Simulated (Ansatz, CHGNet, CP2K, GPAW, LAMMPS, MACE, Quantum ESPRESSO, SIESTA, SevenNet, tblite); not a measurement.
## Running In2O3 with crystalline order left by the classical run (85 atoms) with CP2K

Wanted: CP2K inputs and outputs for In2O3 with crystalline order left by the classical run (85 atoms), checked against a plane-wave reference.

Main program and level: CP2K 2026.2; the method is named at each step.

## Step 1: The starting structure

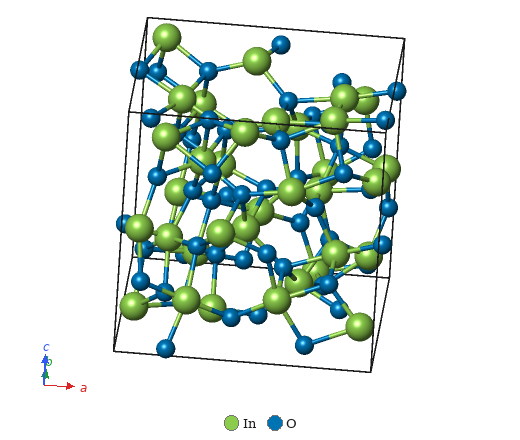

Start, viewed from a free direction; indium green, oxygen blue. Bonds to atoms that aren't drawn are left out. Some periodic images of atoms are drawn too.

The cell holds 85 atoms: 34 In and 51 O. Its edges and angles: a = 10.561 Å, b = 10.561 Å, c = 10.561 Å, α = 90.0°, β = 90.0°, γ = 90.0°. 85 atoms (34 Sc, 51 O) placed at random at 3.63 g/cm³, melted at 5000 K for 10 ps at fixed volume with the Morse and Coulomb pair potential with partial charges (Pedone, Malavasi, Menziani, Cormack and Segre, J. Phys. Chem. B 110, 11780 (2006)). Quenched from 5000 K to 300 K at 10 K/ps and fixed volume, held 10 ps at zero pressure, then minimised at fixed cell. Then Sc was replaced by In and the cell scaled by 1.038 (the potential has no terms for the new elements, so the cell is a start for a DFT relaxation).

The yardstick, on the same geometry:

- method: Kohn-Sham DFT, PBE, PAW, plane waves (Ansatz 0.2.0); cutoff 420 eV, Γ point, fermi-dirac smearing of 0.05 eV; PAW set soft_2
- r.m.s. force component: 0.2336 eV/Å
- longest force: 1.087 eV/Å
- pressure: -2.215 GPa
- spacing of highest filled and lowest empty level: 0.2719 eV
- SCF cycles: 11
- time: 22 s on 4 threads of Arm Neoverse V2, shared host
- CPU time: 82 s

## Step 2: PBE, DZVP-UZH, 800/50 Ry, diagonalisation

Method: Kohn-Sham DFT, PBE, GTH-PBE pseudopotentials, Gaussian and plane waves, DZVP-MOLOPT (UZH set), diagonalisation.

Input file input.inp:

```
&GLOBAL
  PROJECT cell
  RUN_TYPE ENERGY_FORCE
  PRINT_LEVEL LOW
&END GLOBAL
&FORCE_EVAL
  METHOD QS
  STRESS_TENSOR ANALYTICAL
  &DFT
    BASIS_SET_FILE_NAME BASIS_MOLOPT_UZH
    POTENTIAL_FILE_NAME POTENTIAL_UZH
    &MGRID
      CUTOFF 800
      REL_CUTOFF 50
      NGRIDS 5
    &END MGRID
    &QS
      EPS_DEFAULT 1.0E-12
    &END QS
    &SCF
      SCF_GUESS ATOMIC
      EPS_SCF 5.0E-06
      MAX_SCF 200
      ADDED_MOS 14
      &DIAGONALIZATION
        ALGORITHM STANDARD
      &END DIAGONALIZATION
      &SMEAR ON
        METHOD FERMI_DIRAC
        ELECTRONIC_TEMPERATURE [K] 580
      &END SMEAR
      &MIXING
        METHOD BROYDEN_MIXING
        ALPHA 0.3
        NBROYDEN 12
      &END MIXING
      &PRINT
        &RESTART OFF
        &END RESTART
      &END PRINT
    &END SCF
    &XC
      &XC_FUNCTIONAL PBE
      &END XC_FUNCTIONAL
    &END XC
    &PRINT
      &MULLIKEN ON
      &END MULLIKEN
      &HIRSHFELD ON
        SHAPE_FUNCTION DENSITY
      &END HIRSHFELD
      &MO ON
        EIGENVALUES T
        OCCUPATION_NUMBERS T
        MO_INDEX_RANGE 363 386
        &EACH
          QS_SCF 0
        &END EACH
        ADD_LAST NUMERIC
      &END MO
    &END PRINT
  &END DFT
  &SUBSYS
    &CELL
      A 10.56142 0.00000 0.00000
      B 0.00000 10.56142 0.00000
      C 0.00000 0.00000 10.56142
    &END CELL
    &COORD
      In 0.93585 8.71792 10.48527
      In 1.85723 5.99255 8.92789
      In 7.69790 5.60780 5.54031
      In 9.84483 6.84961 2.37378
      In 8.45125 6.72815 9.25233
      In 10.13939 3.38451 7.01764
      In 1.77347 3.68805 3.73283
      In 9.96248 0.76634 1.64547
      In 10.32960 7.16603 6.12425
      In 3.62838 6.26482 6.07313
      In 1.53595 1.12437 9.14313
      In 5.22040 8.26621 3.37047
      In 7.72726 10.07866 4.55704
      In 2.79783 0.81471 2.18484
      In 5.81248 4.65716 8.79650
      In 0.52131 3.96191 0.47114
      In 3.74930 3.53702 0.83773
      In 6.49105 1.20009 2.35720
      In 4.72634 7.70709 10.17551
      In 0.69346 0.83699 5.16211
      In 8.66269 3.33002 3.74096
      In 7.14163 5.04836 1.65508
      In 2.96829 3.22673 7.38623
      In 6.50541 8.29029 7.21862
      In 8.30371 2.64595 9.86141
      In 1.81139 8.79640 3.71741
      In 2.81494 6.22575 2.17935
      In 2.54330 8.98597 7.57972
      In 7.59683 9.31380 0.51160
      In 6.77325 1.90169 6.88045
      In 9.11461 10.28556 7.81154
      In 4.90916 3.54484 4.45787
      In 4.75317 0.94662 9.70373
      In 4.04555 0.45847 5.38463
      O 2.43599 5.17805 0.29392
      O 9.83479 5.15450 5.97734
      O 4.40823 8.13483 6.88647
      O 2.12623 10.53808 0.30934
      O 3.04285 1.90813 4.15983
      O 10.47619 7.82073 4.17144
      O 5.55964 5.33035 5.55235
      O 8.93158 3.84277 1.10958
      O 6.16143 6.81190 8.88712
      O 4.72687 7.15219 1.63142
      O 8.85015 1.85427 7.88315
      O 3.55835 0.23203 8.05741
      O 1.23495 1.92873 7.05429
      O 9.70415 9.35562 0.99129
      O 0.59059 9.82085 8.49476
      O 5.97724 0.85146 4.49209
      O 6.81961 9.53812 2.51320
      O 0.72039 4.17831 8.69986
      O 8.19777 8.88754 9.07300
      O 4.71462 2.43483 6.36833
      O 7.01109 10.36223 6.92100
      O 9.55302 10.25250 5.73950
[... 25 atom lines left out ...]
      O 6.65908 8.21298 4.96408
      O 7.70646 3.38346 5.68490
      O 2.60128 4.40686 5.59871
      O 8.26959 5.55045 3.46108
    &END COORD
    &KIND In
      BASIS_SET DZVP-MOLOPT-PBE-GTH-q13
      POTENTIAL GTH-PBE-q13
    &END KIND
    &KIND O
      BASIS_SET DZVP-MOLOPT-PBE-GTH-q6
      POTENTIAL GTH-PBE-q6
    &END KIND
  &END SUBSYS
  &PRINT
    &FORCES ON
    &END FORCES
    &STRESS_TENSOR ON
    &END STRESS_TENSOR
  &END PRINT
&END FORCE_EVAL
```

Started as:

```console
OMP_NUM_THREADS=2 cp2k.psmp -i input.inp > output.txt
```

Numbers of over 12 decimals in the logs are rounded to 6 here.

What it wrote:

```text
CP2K| version string:                                       CP2K version 2026.2
 CP2K| Input file name                                                 input.inp
 GLOBAL| Basis set file name                                    BASIS_MOLOPT_UZH
 GLOBAL| Potential file name                                       POTENTIAL_UZH
 GLOBAL| Run type                                                   ENERGY_FORCE
 GLOBAL| Total number of message passing processes                             1
 GLOBAL| Number of threads for this process                                    2
 TOTAL NUMBERS AND MAXIMUM NUMBERS
  Total number of            - Atomic kinds:                                   2
                             - Atoms:                                         85
                             - Shell sets:                                    85
                             - Shells:                                       493
                             - Primitive Cartesian functions:                459
                             - Cartesian basis functions:                   1734
                             - Spherical basis functions:                   1513
  Maximum angular momentum of- Orbital basis functions:                        3
                             - Local part of the GTH pseudopotential:          2
                             - Non-local part of the GTH pseudopotential:      4
 SCF PARAMETERS         Density guess:                                    ATOMIC
                        max_scf:                                             200
                        eps_scf:                                        5.00E-06
                        added MOs                                        14    0
                        Mixing method:                            BROYDEN_MIXING
                                                charge density mixing in g-space
                        Smear method:                                FERMI_DIRAC
                        Electronic temperature [K]:                        580.0
                        Electronic temperature [a.u.]:                  1.84E-03
                        Accuracy threshold:                             1.00E-10
 Extrapolation method: initial_guess
 Number of electrons:                                                        748
 Number of occupied orbitals:                                                374
 Number of molecular orbitals:                                               388
 Number of orbital functions:                                               1513
 Number of independent orbital functions:                                   1513
 SCF WAVEFUNCTION OPTIMIZATION
  Step     Update method      Time    Convergence         Total energy    Change
     1 NoMix/Diag. 0.30E+00   12.6     1.83000445     -2735.2589706438 -2.74E+03
     2 Broy./Diag. 0.30E+00   17.3     0.22295704     -2654.1740911711  8.11E+01
     3 Broy./Diag. 0.30E+00   17.4     0.09276023     -2729.0649825508 -7.49E+01
     4 Broy./Diag. 0.30E+00   17.6     0.06368623     -2734.4855516238 -5.42E+00
[...]
14 Broy./Diag. 0.30E+00   18.1     0.00001201     -2733.2660473836 -3.23E-04
    15 Broy./Diag. 0.30E+00   18.0     0.00000486     -2733.2661741402 -1.27E-04
  *** SCF run converged in    15 steps ***
  Electronic density on regular grids:       -748.0000000000        0.0000000000
  Core density on regular grids:              747.9999999995       -0.0000000005
  Total charge density on r-space grids:       -0.0000000005
  Total charge density g-space grids:          -0.0000000005
  Overlap energy of the core charge distribution:               8.20733e-09
  Self energy of the core charge distribution:              -5177.341887
  Core Hamiltonian energy:                                   1568.098803
  Hartree energy:                                            1309.949418
  Exchange-correlation energy:                               -433.969050
  Electronic entropic energy:                                  -0.0034571
  Fermi energy:                                                 0.193006
  Total energy:                                             -2733.266174
  Total energy (extrapolated to T->0):                      -2733.264446
 MO| EIGENVALUES AND OCCUPATION NUMBERS
 MO|
 MO|  Index      Eigenvalue [a.u.]        Eigenvalue [eV]             Occupation
 MO|    363               0.177651               4.834121               1.999532
 MO|    364               0.178369               4.853670               1.999308
 MO|    365               0.179639               4.888226               1.998619
[...]
MO|    385               0.338173               9.202148               0.000000
 MO|    386               0.343210               9.339231               0.000000
 MO| Sum:                                                             748.000000
 MO| E(Fermi):            0.193006 a.u.          5.251950 eV
 !-----------------------------------------------------------------------------!
                     Mulliken Population Analysis
 #  Atom  Element  Kind  Atomic population                           Net charge
       1     In       1         11.673294                              1.326706
       2     In       1         11.727714                              1.272286
       3     In       1         11.831743                              1.168257
[...]
84     O        2          6.839630                             -0.839630
      85     O        2          6.828744                             -0.828744
 # Total charge                            748.000000                 -0.000000
 !-----------------------------------------------------------------------------!
 !-----------------------------------------------------------------------------!
                           Hirshfeld Charges
  #Atom  Element  Kind  Ref Charge     Population                    Net charge
      1       In     1      13.000         12.494                         0.506
      2       In     1      13.000         12.503                         0.497
      3       In     1      13.000         12.471                         0.529
[...]
84       O      2       6.000          6.368                        -0.368
     85       O      2       6.000          6.339                        -0.339
  Total Charge                                                            0.000
 !-----------------------------------------------------------------------------!
 ENERGY| Total FORCE_EVAL ( QS ) energy [hartree]          -2733.266286
 FORCES| Atomic forces [hartree/bohr]
 FORCES|   Atom     x               y               z               |f|
 FORCES|      1 -8.69964753E-03  4.43188569E-03  2.77967022E-03   1.01514553E-02
 FORCES|      2 -8.92421100E-03 -6.84670982E-03  6.86507445E-04   1.12689960E-02
 FORCES|      3 -1.70452255E-02 -2.93852085E-03  7.73019599E-03   1.89454624E-02
[...]
FORCES|     84  4.74579413E-03  9.49544031E-04  1.40248175E-03   5.03896327E-03
 FORCES|     85  4.81341771E-03 -7.51229585E-04 -6.32900942E-04   4.91262655E-03
 FORCES| Sum    -1.25022356E-03  1.72040101E-03  5.56324571E-04
 FORCES| Total atomic force                                       2.19825741E-03
 STRESS| Analytical stress tensor [bar]
 STRESS|                        x                   y                   z
 STRESS|      x       -2.06807090457E+04  -6.75711341186E+03  -1.53771372904E+04
 STRESS|      y       -6.75711341186E+03   2.93617651675E+04   1.56949688522E+04
 STRESS|      z       -1.53771372904E+04   1.56949688522E+04  -5.69211360007E+02
 STRESS| 1/3 Trace                                             2.70394825392E+03
```

The job ended after 6.1 min (2 threads of Arm Neoverse V2, shared host; peak memory 5.4 GiB; 11 min of CPU time).

Banners, paths, timers and routine set-up lines are dropped from the logs unmarked, and long logs keep their key lines alone; longer cuts are marked.

Numbers from this run, and their distance from the reference:

```yaml
r_m_s_force_component: 0.2468 eV/Å
r_m_s_difference_of_force_components: 50.19 meV/Å
longest_difference_of_force_vectors: 215.6 meV/Å
force_difference_over_r_m_s_force: 21.49 %
slope_of_forces_against_the_reference_s: 1.035
correlation_of_force_components: 0.9797
pressure: 0.2704 GPa
pressure_difference: 2.485 GPa
```

Length of the force difference by element (eV/Å):

```csv
element,atoms,mean,most
In,34,0.10,0.22
O,51,0.062,0.14
```

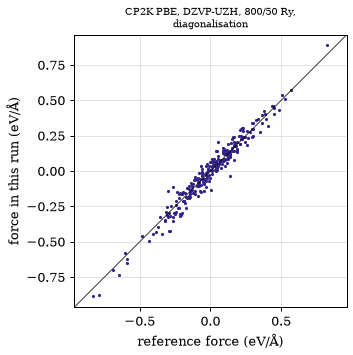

Force components against those of the reference; the line marks equality.

A closer look about In19, which has 4 bonded neighbours where the commonest count for In is 6: 9 atoms, nearest first, numbered in the order of the input, with positions taken from that point.

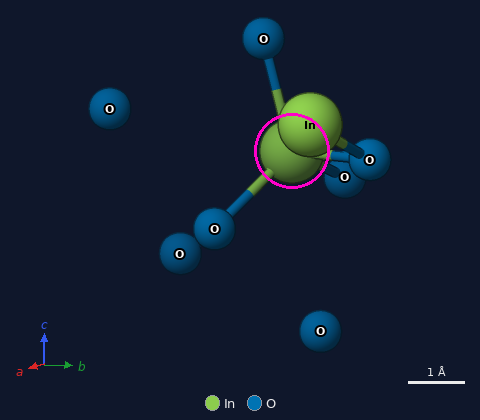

The atoms of the table, within 3.5 Å (arrows a, b, c point along x, y, z); some may hide others; the central atom is ringed.

```csv
atom,x,y,z,distance (Å),bonds,Hirshfeld charge (e),Fx,Fy,Fz (eV/Å)
In19,0.00,0.00,0.00,0.00,4,0.58,0.02,0.43,0.24
O64,0.85,1.90,0.04,2.08,3,-0.38,0.28,-0.01,0.05
O65,-1.96,0.19,-0.69,2.09,4,-0.33,0.02,-0.16,0.08
O44,0.00,-0.55,2.02,2.09,3,-0.37,0.16,-0.30,-0.03
O43,1.44,-0.90,-1.29,2.13,4,-0.34,0.20,0.24,-0.07
O37,-0.32,0.43,-3.29,3.33,3,-0.38,-0.10,-0.12,-0.23
O67,0.86,-3.20,0.71,3.39,3,-0.37,-0.09,0.15,0.14
In29,2.87,1.61,0.90,3.41,6,0.51,-0.07,0.18,-0.05
O69,-0.94,-2.59,-2.10,3.46,4,-0.34,0.16,0.07,-0.05
```

Forces lie 21 % from the reference's, at 8.0 times its CPU time (on 2 against 4 cores).

Mean charges by element (e), by run and scheme:

```csv
run,scheme,In,O
reference,Löwdin,+1.15,-0.73
"CP2K PBE, DZVP-UZH, 800/50 Ry, diagonalisation",Mulliken,+1.26,-0.84
"CP2K PBE, DZVP-UZH, 800/50 Ry, diagonalisation",Hirshfeld,+0.53,-0.36
```

The reference's Löwdin charges lack the electrons that the projection spills, 0.026 e an atom on average.

## Step 3: Results

| Quantity | Value |
| --- | --- |
| force difference from the reference | CP2K PBE, DZVP-UZH, 800/50 Ry, diagonalisation, 21 % |
| its CPU time | 11 min |

The PBE run in local orbitals differs by 21 % (CP2K PBE, DZVP-UZH, 800/50 Ry, diagonalisation); basis, grid and potentials can all enter. In pressure, CP2K PBE, DZVP-UZH, 800/50 Ry, diagonalisation misses by +2.5 GPa, at the same functional. Charges hang on scheme and program or settings: among these rows the mean for In runs from +0.53 to +1.26 e. The quench rate of 10 K/ps is many orders above laboratory rates, so the cell is likely richer in defects and strain than a real sample. The network of bonds at the start is that of the classical potential that made the cell, and needn't be the one that DFT or experiment would give. The reference's stress is far from hydrostatic: its diagonal is -4.6, 0.4, -2.5 GPa, compression counted positive. The reference's pressure of -2.2 GPa belongs to a cell and atoms that aren't relaxed at this level. The electronic-structure runs sample only Γ, in a cell whose shortest periodic width is 11 Å.

[Also dropped from logs without a mark: logging warnings of Python, and SIESTA's first energy breakdown and zero terms.]

[Logs are printed without paths, hosts, clocks, repeated set-up lines and the standing remarks that a program may print on its own settings, such as how far it seeks lower states.]

[Hosts, paths, dates, database ids (printed as entryN), source tags and the programs' standing remarks are cut or masked in the printed files.]
